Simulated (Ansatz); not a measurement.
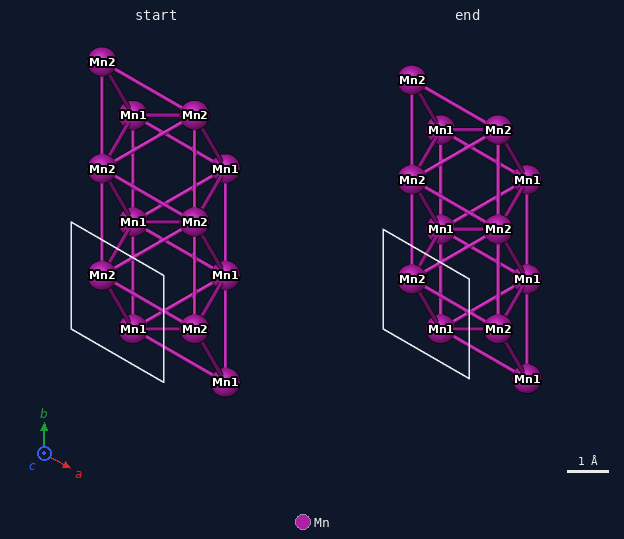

The structure of crystalline Mn (a generated structure, set up in P6_3/mmc) (coarse preliminary run) before (left) and after (right) a relaxation, at one scale.

A ball-and-stick model of the cell of the calculation, repeated 2 × 3 × 1 with one cell outlined, seen along the c axis.

Case: Co → Mn on all its sites, cell and atoms relaxed.

The calculation used Ansatz, DFT PBE, scalar-relativistic, plane waves, PAW. Set-up: plane-wave cutoff 420 eV; k-point mesh 9 × 9 × 6; occupations gaussian; smearing width 0.1 eV; collinear spin; cell and atoms relaxed; force threshold 0.05 eV/Å; at most 60 steps.

### What changed between the two?

The energy falls by 356 meV per atom in 4 accepted moves (5 points after the start). All forces vanish by symmetry, so only the cell relaxes. Pressure: −37.12 GPa at the start and 0.03 GPa at the end. The SCF was repeated once at an unchanged geometry on a basis and grid sized afresh for the cell, which shifted the energy by 0.8 meV per atom at most. The atoms keep their places relative to the cell (all moves are under 0.005 Å). Cell: a = b 2.664 → 2.482 Å (−6.8 %), c 4.309 → 4.017 Å (−6.8 %). Volume −19.1 %. Among the contacts that change: Mn1–Mn1 2.664 → 2.482 Å, Mn1–Mn2 2.647 → 2.467 Å. The space group stays P6_3/mmc (No. 194). The program noted that the starting moments weren't kept. Cost: 15 s on 1 thread of Intel(R) Xeon(R) 6975P-C (Granite Rapids), on a shared host, peak memory 0.36 GiB.
